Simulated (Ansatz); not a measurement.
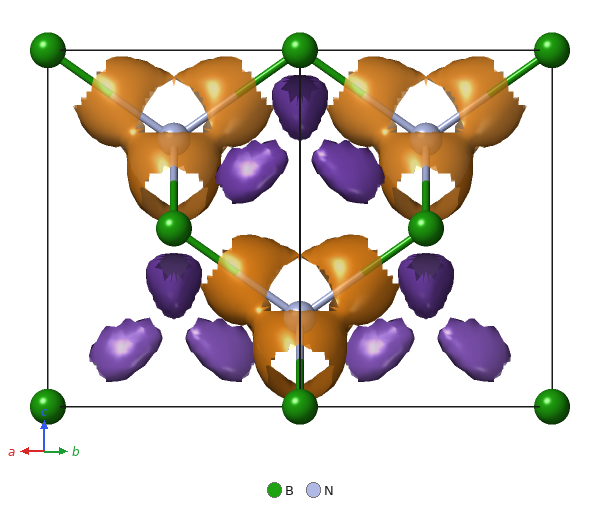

Figure. BN. Density of the crystal less the sum of free-atom densities: orange surfaces at +0.1 and purple ones at −0.1 e/Å³, in the conventional cell seen along [110] (the regions close to the nuclei are left out). Cores are masked to 0.7 Å (B) and 0.6 Å (N).

Space group F-43m. The cell comes from a database of computed structures, not from a measurement.

Level of theory: DFT PBE, scalar-relativistic, plane waves, PAW in Ansatz.

In a PAW calculation such maps are meaningful between the atoms, not at the nuclei.

### Where does charge go when the atoms form this crystal?

B–N (1.57 Å): Δρ is +0.39 e/Å³ at the midpoint, with a peak of 0.43 e/Å³ 0.6 Å from N: bond charge of a polar bond. Over the whole cell, outside the masked cores, the largest gain lies at the edge of the masked core of N, and the largest loss, 0.13 e/Å³, lies 0.9 Å from a boron nucleus and 1.5 Å from a nitrogen one. The rearranged charge, half the integral of |Δρ|, is about 0.25 e an atom. Bader charges: B +2.16 and N −2.16 e.

### Does the calculation give a gap?

It is gapped, with a Kohn–Sham gap of 4.5 eV on the k-point mesh.

Run time: 6.5 s on 2 threads of Intel(R) Xeon(R) 6975P-C (Granite Rapids) (shared host), peak memory 0.32 GiB.
